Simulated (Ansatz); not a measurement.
AgCl6

```
CELL_PARAMETERS angstrom
7.35063 0.00000 0.00000
0.00000 7.35063 0.00000
0.00000 0.00000 7.35063
ATOMIC_POSITIONS crystal
Ag 0.00000 0.00000 0.00000
Cl 0.13911 0.50000 0.50000
Cl 0.50000 0.13911 0.50000
Cl 0.86089 0.50000 0.50000
Cl 0.50000 0.86089 0.50000
Cl 0.50000 0.50000 0.13911
Cl 0.50000 0.50000 0.86089
```

Space group Pm-3m; a structure generated by program, which may or may not match a known phase; spin-polarised.

Method: DFT PBE, scalar-relativistic, plane waves, PAW (Ansatz 0.2.0).

Core electrons are frozen (PAW), and the valence fields are smoothed inside the atomic spheres.

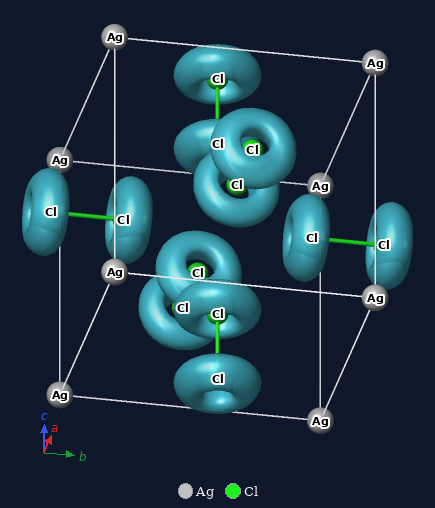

Figure 1. Isosurface of the ELF at 0.85 (cyan), seen at an oblique angle. Only the valence region is drawn (cores and ρ < 0.01 e/Å³ removed). Sticks mark near contacts.

**What do the ELF domains correspond to?**

At this value the surface marks out six regions wrapped around Cl (the valence shell of each), counted in one cell of 7 atoms. Regions shared between cells count once.


Cl–Cl (2.05 Å): the ELF peaks at about 0.70 between the atoms.

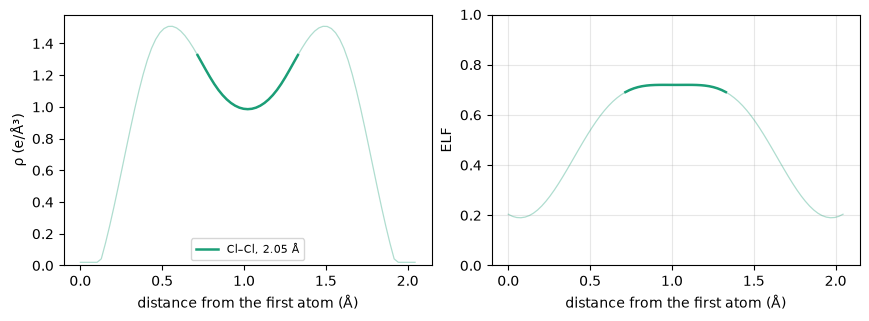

Figure 2. Valence pseudo-density and electron localisation function along straight lines between neighbouring atoms. Thin, pale parts lie inside the atomic spheres.

**What can be read from the curves?**

Cl–Cl (2.05 Å): ρ is about 0.99 e/Å³ halfway; the ELF peaks at about 0.70 between the atoms.

**How are the moments arranged in this solution?**

Parallel moments, as they must be, since the calculation's own cell holds one magnetic site; site moments Ag: +0.6 μB in one cell of 7 atoms.

**Does the calculation make it a metal, or give it a gap?**

It is gapless in this calculation (a metal or semimetal).
